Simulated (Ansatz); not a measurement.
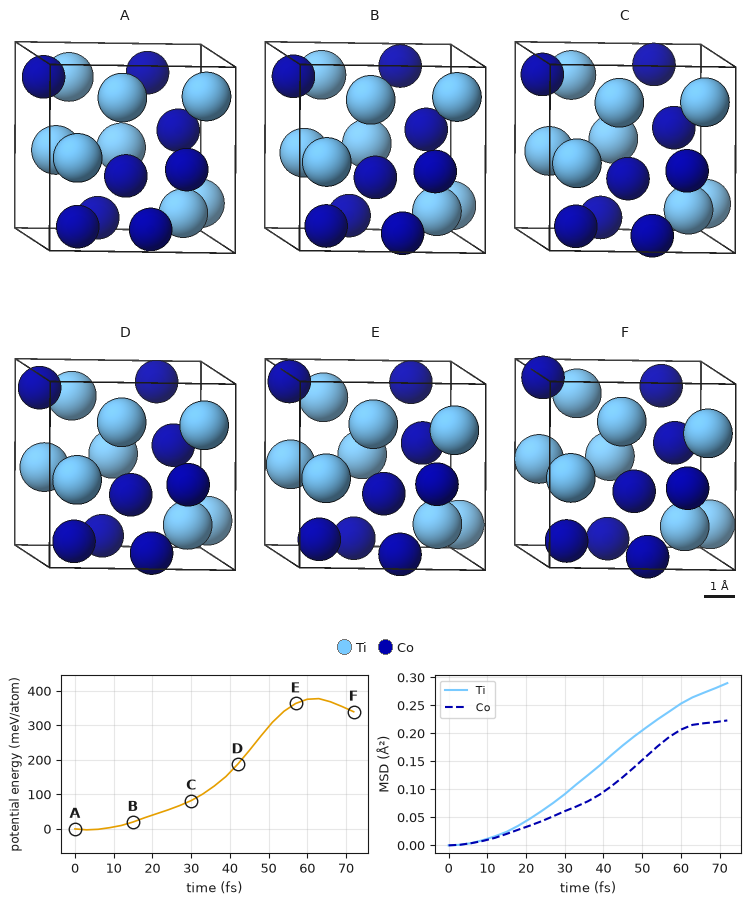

Molecular dynamics of an amorphous cell of composition TiCo (16 atoms in the cell), 72 fs long. Frames (A at 0 fs, B at 15 fs, C at 30 fs, D at 42 fs, E at 57 fs, F at 72 fs) and the history of the run. The picture is a spheres-only view of the simulation cell, seen slightly off an axis.

These are results of Ansatz 0.2.0, DFT PBE, scalar-relativistic, plane waves, PAW, not measurements. Run with plane-wave cutoff 320 eV; k-point mesh 1 × 1 × 1; Fermi-Dirac smearing 0.24 eV; volume 1.16 times that of the relaxed crystal; set temperature 2780 K; time step 3 fs.

> Describe the run.

Root-mean-square distances from the starting positions over the second half, with the common drift of all atoms taken out: Ti 0.47 Å, Co 0.41 Å. The run lasts only 72 fs, too short to tell vibration from diffusion. The mean temperature in the second half is 2598 K (standard deviation 278 K). The potential energy is still drifting at the end, so the run hasn't reached equilibrium. The potential energy in the second half lies on average 292 meV per atom above the first frame. The mean pressure there is 1.8 GPa.

Limits of the set-up: the k-point mesh is coarse for a cell with partly filled bands; the cutoff lies below the recommended one; the periodic images lie only 6.2 Å apart, so the values are limited by the cell's size.
